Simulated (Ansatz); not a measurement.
ScAl3: several calculations on one system

## 1. Relaxation

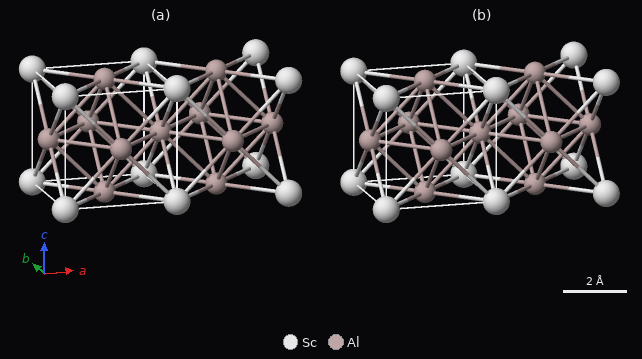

The structure of crystalline ScAl3 (set up in Pm-3m) before (left) and after (right) a relaxation, at one scale.

Style: ball-and-stick. Shown: the cell of the calculation, repeated 2 × 1 × 1 with one cell outlined, slightly off an axis.

Case: relaxed at 60 GPa.

All numbers below come from Ansatz, DFT PBE, scalar-relativistic, plane waves, PAW. (plane-wave cutoff 420 eV; k-point mesh 12 × 12 × 12; occupations gaussian; smearing width 0.1 eV; target pressure 60 GPa; no spin polarisation; cell and atoms relaxed; force threshold 0.008 eV/Å; at most 50 steps)

Summarise the run.

Answer. Over 3 accepted moves (4 points after the start) the energy rises by 0.771 eV per cell of the calculation. With the target pressure of 60 GPa, the enthalpy E + pV changes by −91.8 meV per cell of the calculation. All forces vanish by symmetry, so only the cell relaxes. Pressure: 47.64 GPa at the start and 59.97 GPa at the end. At 1 point the geometry stayed and the basis and grid were re-selected for the new cell (energy shift of 0.9 meV per cell of the calculation at most each time). The atoms keep their places relative to the cell (all moves are under 0.005 Å). Cell: a = b = c 3.713 → 3.657 Å (−1.5 %). Volume −4.5 %. Among the contacts that change: Al–Sc 2.626 → 2.586 Å, Al–Al 2.626 → 2.586 Å. The space group stays Pm-3m (No. 221).

## 2. Relaxation

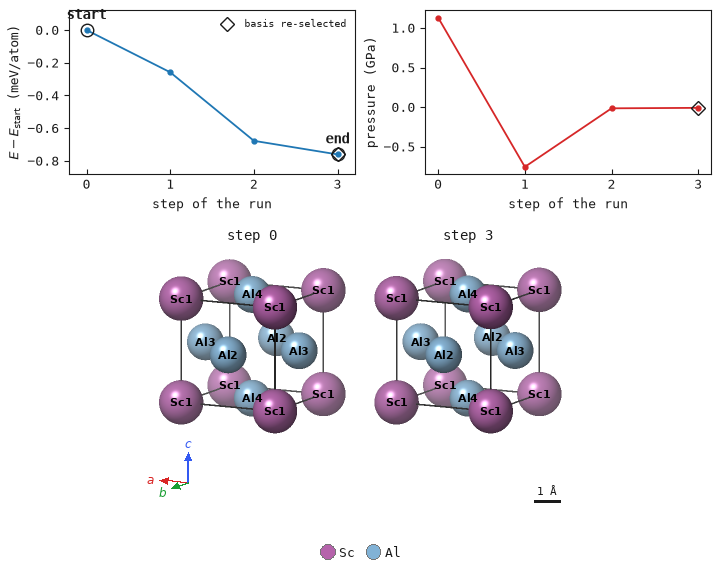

First and last geometry of a relaxation of solid ScAl3 (set up in Pm-3m), with the history of the run. Style: spheres-only. Shown: the cell of the calculation, from a free direction.

Theory: Ansatz 0.2.0, DFT PBE, scalar-relativistic, plane waves, PAW. Set-up: plane-wave cutoff 420 eV; k-point mesh 10 × 10 × 10; occupations gaussian; smearing width 0.1 eV; no spin polarisation; cell and atoms relaxed; force threshold 0.005 eV/Å; at most 80 steps.

Read the history and describe the run.

It converged. The energy falls by 0.8 meV per atom in 2 accepted moves (3 points after the start). All forces vanish by symmetry, so only the cell relaxes. Pressure: 1.13 GPa at the start and −0.01 GPa at the end. At 1 point the geometry stayed and the basis and grid were re-selected for the new cell (energy shift of 0.1 meV per atom at most each time). No atom moves by more than 0.005 Å relative to the cell. Cell: a = b = c 4.088 → 4.105 Å (+0.4 %). Volume +1.3 %. Among the contacts that change: Sc1–Al2 2.891 → 2.903 Å, Al2–Al3 2.891 → 2.903 Å. The space group stays Pm-3m (No. 221).

## 3. A change

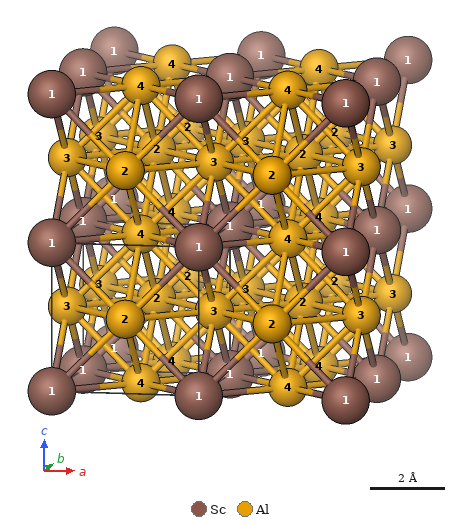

This is crystalline ScAl3 (set up in Pm-3m). The picture is a ball-and-stick view of the cell of the calculation, repeated 2 × 2 × 2 with one cell outlined, seen slightly off an axis.

The calculation used Ansatz, DFT PBE, scalar-relativistic, plane waves, PAW. Settings: plane-wave cutoff 420 eV; occupations gaussian; smearing width 0.1 eV; no spin polarisation. The k-mesh is chosen for each cell (10×10×10, 12×12×12).

The variant: The crystal is put under a hydrostatic pressure of 15 GPa. Cell and atoms are relaxed at that pressure.

The input:
```yaml
crystal:
  lattice:
    - [3.9233539258, 0.0, 0.0]
    - [0.0, 3.9233539258, 0.0]
    - [0.0, 0.0, 3.9233539258]
  atoms:
    - { symbol: Sc, position: [0.0, 0.0, 0.0] }
    - { symbol: Al, position: [0.5, 0.0, 0.5] }
    - { symbol: Al, position: [0.0, 0.5, 0.5] }
    - { symbol: Al, position: [0.5, 0.5, 0.0] }
basis:
  ecutwfc: 420
kpoints:
  mp_grid: { grid: [12, 12, 12] }
hamiltonian:
  xc: pbe
scf:
  occupations: { method: gaussian, width: 0.1 }
output:
  forces: true
  stress: true
  eigenvalues: true
relax:
  adjacent_minimum: "off"
  f_tol: 0.008
  max_steps: 50
  cell: { stress_tol: 0.08, p_target: 15.0 }
```

Launched with:
```bash
ansatz run input.yaml --threads 1 --pin off --max-ram 2560MiB --backend cpu --events-out ev --progress --plain --runs-dir out
```

Predict the response.

Answer. The volume changes by −12.4 %, with a = b = c 4.105 → 3.929 Å (−4.3 %). No atom moves by more than 0.005 Å relative to the cell. Among the bonded contacts that change: Al–Sc 2.903 → 2.778 Å, Al–Al 2.903 → 2.778 Å. The space group stays Pm-3m (No. 221). Energy change: +89.2 meV per atom. (The two runs use different k-meshes.) The pressure goes from 0.0 to 15.0 GPa.

The changed structure in the same view:

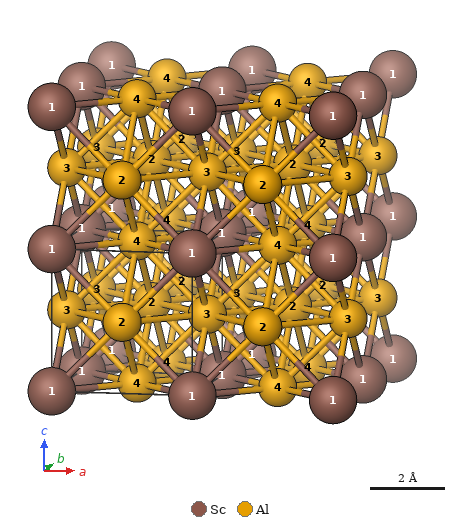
